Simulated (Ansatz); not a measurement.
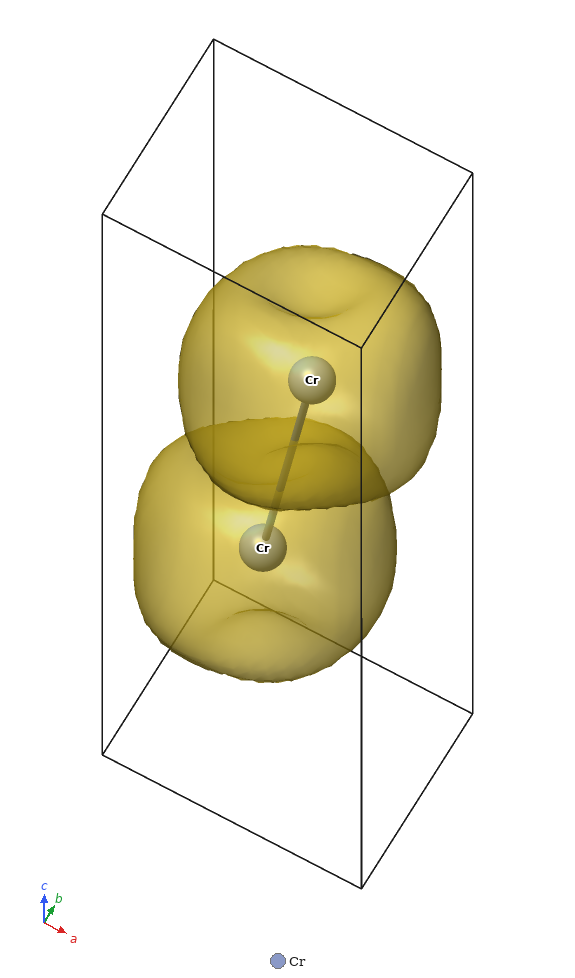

*Cr. Isosurface of the spin density (up minus down) at +0.08 e/Å³ (yellow), seen at an oblique angle. Sticks mark near contacts.*

Space group P6₃/mmc; computed pressure about −22 GPa in this cell; spin-polarised.

Theory: Kohn-Sham DFT of a periodic cell, B3LYP, Ansatz PAW in Ansatz.

The density is the valence pseudo-density of a PAW calculation; it isn't the true density close to the nuclei.

### Describe the spin distribution.

The spin density sits on Cr: +1.4 μB (×2) in one cell of 2 atoms: parallel main moments (a ferromagnetic arrangement) in this solution. The cell of the calculation (2 atoms) carries 3.0 μB of net spin moment.
